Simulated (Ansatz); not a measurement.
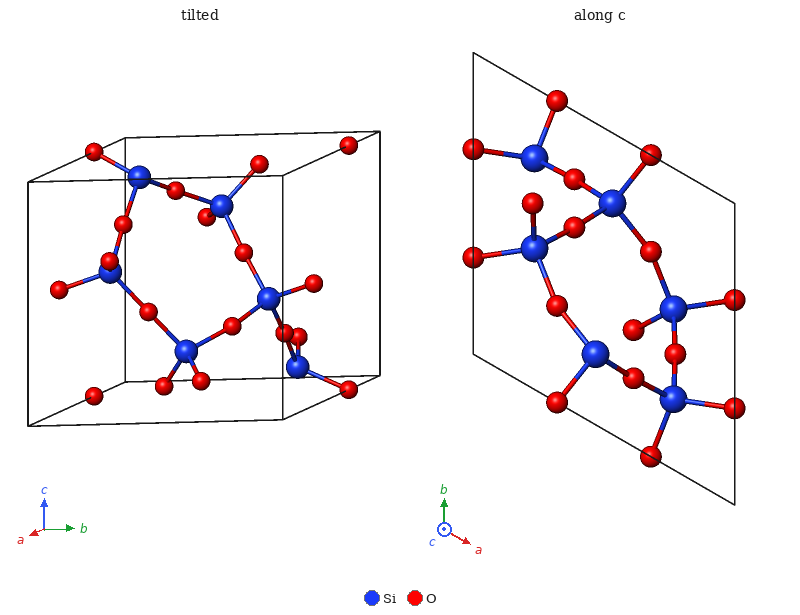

Ball-and-stick drawing of the structure, looking slightly off an axis and along the c axis. Thin lines show the conventional unit cell, with boundary atoms drawn in all their periodic places.

SiO2, space group P6_522 (No. 179), a = 7.33 Å, b = 7.33 Å, c = 7.09 Å, α = 90.00°, β = 90.00°, γ = 120.00°.

Level of theory and settings: DFT LDA, scalar-relativistic, plane waves, PAW in Ansatz, plane waves to 420 eV, k-grid 6×6×4, Gaussian smearing of 0.02 eV, no spin polarisation.

Q: Metal or not?

A: An insulator at this level, with a gap of 5.57 eV on the k-mesh (the true edges may lie between mesh points, so the gap can be somewhat smaller).

The initial geometry was a structure listed in the Materials Project. It was relaxed at fixed volume with DFT LDA, scalar-relativistic, plane waves, PAW in Ansatz 0.2.0.
